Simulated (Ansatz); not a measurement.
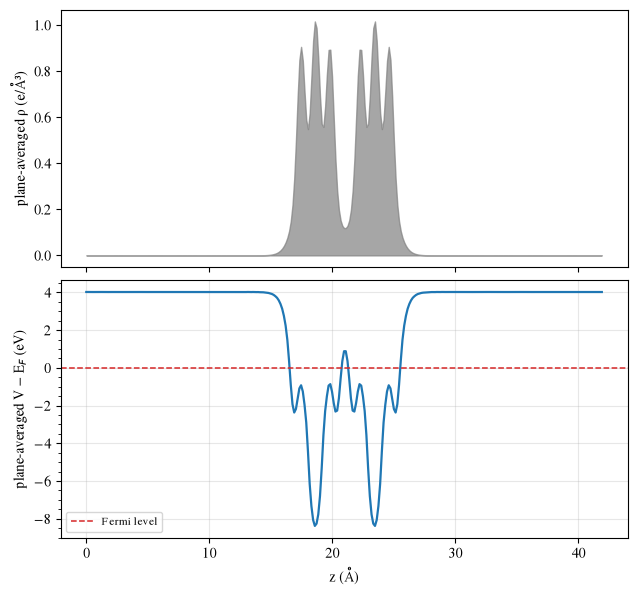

Figure. SnO (slab). Plane average of the electrostatic potential (local pseudopotential plus Hartree) felt by an electron and of the valence electron density across the slab.

The calculation used Ansatz 0.2.0, DFT PBE+D3(BJ), scalar-relativistic, plane waves, PAW.

The density is the valence pseudo-density of a PAW calculation; it isn't the true density close to the nuclei.

### How far above the Fermi level of the calculation is the vacuum level?

4.0 eV. The slab has a gap, so the Fermi level lies inside it and this isn't a work function in the metallic sense.

### What are the slab's thickness and the vacuum gap?

The outermost nuclei are 7.2 Å apart, in 6 atomic planes; the vacuum between periodic images is 34.9 Å wide.
